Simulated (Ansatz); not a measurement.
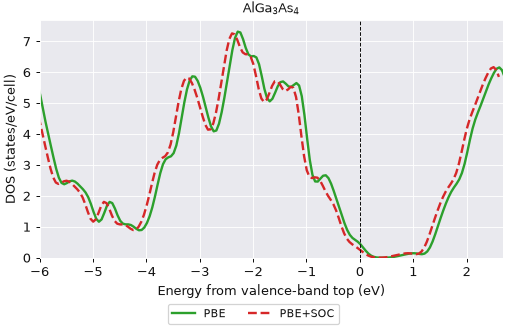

Total densities of states of AlGa₃As₄, space group Pmm2, 8 atoms in the cell, by two methods on the same cell. The curves are built from the levels of the k mesh with Gaussians 0.3 eV wide, which also blur the band edges. Each is counted from its own valence-band top.

How do the methods compare?

PBE gives a gap of 0.81 eV and PBE+SOC gives a gap of 0.70 eV.

Settings. PBE: DFT, PBE, plane waves, PAW, no spin polarisation, 6×4×4 k mesh, 420 eV cutoff (Ansatz). PBE+SOC: DFT, PBE with spin-orbit coupling, plane waves, PAW, 6×4×4 k mesh, 420 eV cutoff, Fermi-Dirac smearing of 0.02 eV (Ansatz 0.2.0).
